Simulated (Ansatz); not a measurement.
Structure data:

```yaml
crystal:
  lattice:
    - [8.57439, 0.00000, 0.00000]
    - [0.00000, 8.57439, 0.00000]
    - [0.00000, 0.00000, 3.73694]
  atoms:
    - { symbol: Ti, position: [0.00000, 0.29308, 0.00000] }
    - { symbol: Ti, position: [0.20692, 0.50000, 0.50000] }
    - { symbol: Ti, position: [0.79308, 0.50000, 0.50000] }
    - { symbol: Ti, position: [0.00000, 0.70692, 0.00000] }
    - { symbol: O, position: [0.15056, 0.50000, 0.00000] }
    - { symbol: O, position: [0.83837, 0.16163, 0.00000] }
    - { symbol: O, position: [0.00000, 0.65056, 0.50000] }
    - { symbol: O, position: [0.66163, 0.66163, 0.50000] }
    - { symbol: O, position: [0.33837, 0.33837, 0.50000] }
    - { symbol: O, position: [0.00000, 0.34944, 0.50000] }
    - { symbol: O, position: [0.16163, 0.83837, 0.00000] }
    - { symbol: O, position: [0.84944, 0.50000, 0.00000] }
    - { symbol: Ti, position: [0.50000, 0.79308, 0.50000] }
    - { symbol: Ti, position: [0.70692, 0.00000, 0.00000] }
    - { symbol: Ti, position: [0.29308, 0.00000, 0.00000] }
    - { symbol: Ti, position: [0.50000, 0.20692, 0.50000] }
    - { symbol: O, position: [0.65056, 0.00000, 0.50000] }
    - { symbol: O, position: [0.33837, 0.66163, 0.50000] }
    - { symbol: O, position: [0.50000, 0.15056, 0.00000] }
    - { symbol: O, position: [0.16163, 0.16163, 0.00000] }
    - { symbol: O, position: [0.83837, 0.83837, 0.00000] }
    - { symbol: O, position: [0.50000, 0.84944, 0.00000] }
    - { symbol: O, position: [0.66163, 0.33837, 0.50000] }
    - { symbol: O, position: [0.34944, 0.00000, 0.50000] }
```

**Before looking at a picture, describe the arrangement of atoms.**

Its composition is TiO₂. Space group I4/mmm (No. 139), lattice body-centred tetragonal. With Z = 8, the cell contains 8 Ti, 16 O. Ti is coordinated by six O at 1.79 to 2.19 Å. O takes two kinds of site: 8j with four Ti at 1.93 to 2.19 Å; 8h with two Ti at 1.79 Å. Not all metal-metal contacts are counted. The bonds build a three-dimensional framework.

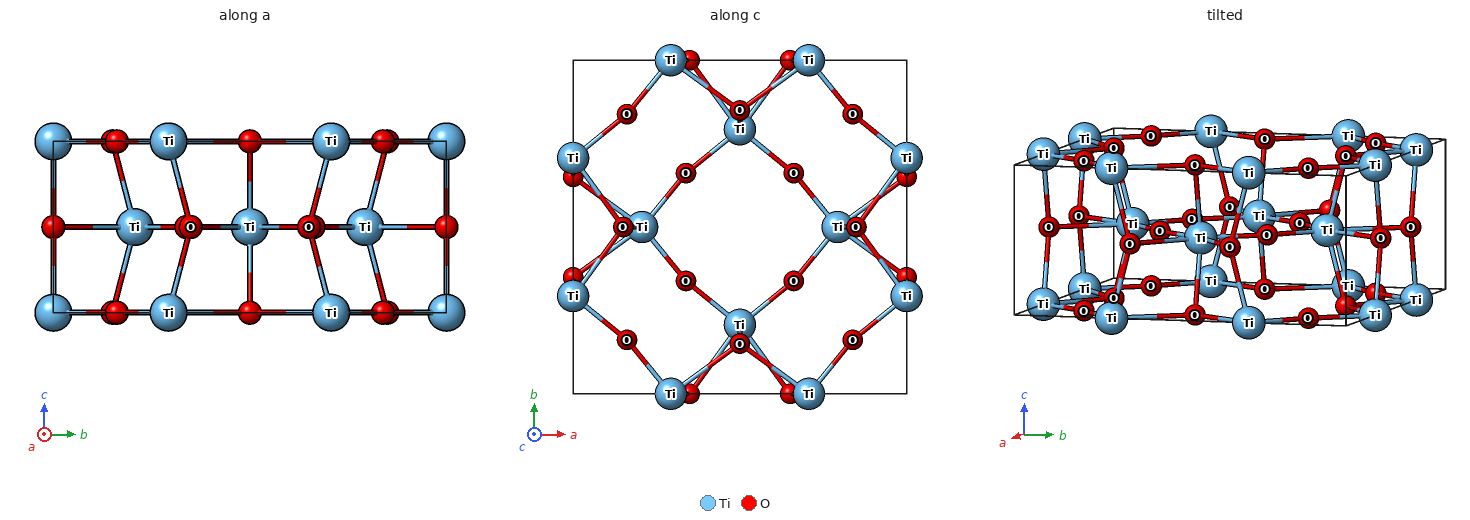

Drawn in the ball-and-stick manner and seen along the a axis, along the c axis and slightly off an axis. Thin lines show the conventional unit cell, with boundary atoms drawn in all their periodic places.

Origin of the cell: a structure listed in the Materials Project. Relaxation method: DFT LDA, scalar-relativistic, plane waves, PAW in Ansatz 0.2.0.
